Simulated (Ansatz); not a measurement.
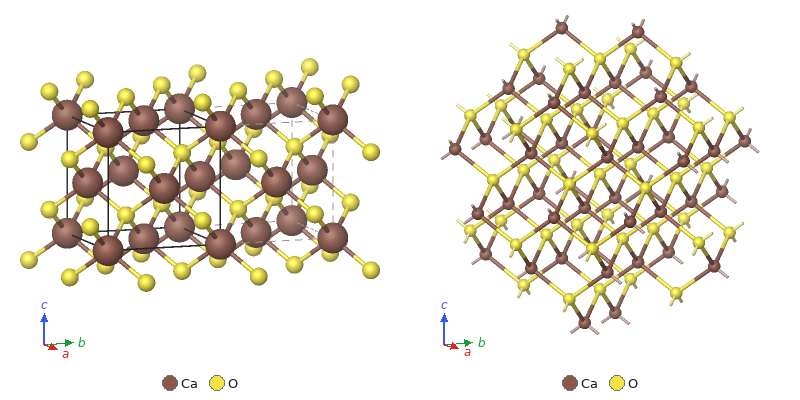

Left: the structure. Right: its underlying net. Nodes are coloured by element. Edges to nodes outside the piece are drawn as stubs.

The compound is CaO (space group F-43m, No. 216), taken as the end point of a relaxation with DFT PBE, scalar-relativistic, plane waves, PAW (Ansatz 0.2.0); the starting structure was generated, so it need not be a known form of this composition.

Bonds are taken as Ca–O below 2.6 Å. Atoms with one bond or none are removed and atoms with two bonds are replaced by edges, until no such atom is left.

The result is a uninodal 4-connected, three-periodic net: Ca and O are 4-connected nodes. It is the dia net, known from diamond, zinc blende and cristobalite. It is a single net, without interpenetration.

```tsv
node	links	point symbol	coordination sequence
Ca and O	4	6⁶	4 12 24 42 64 92 124 162
```
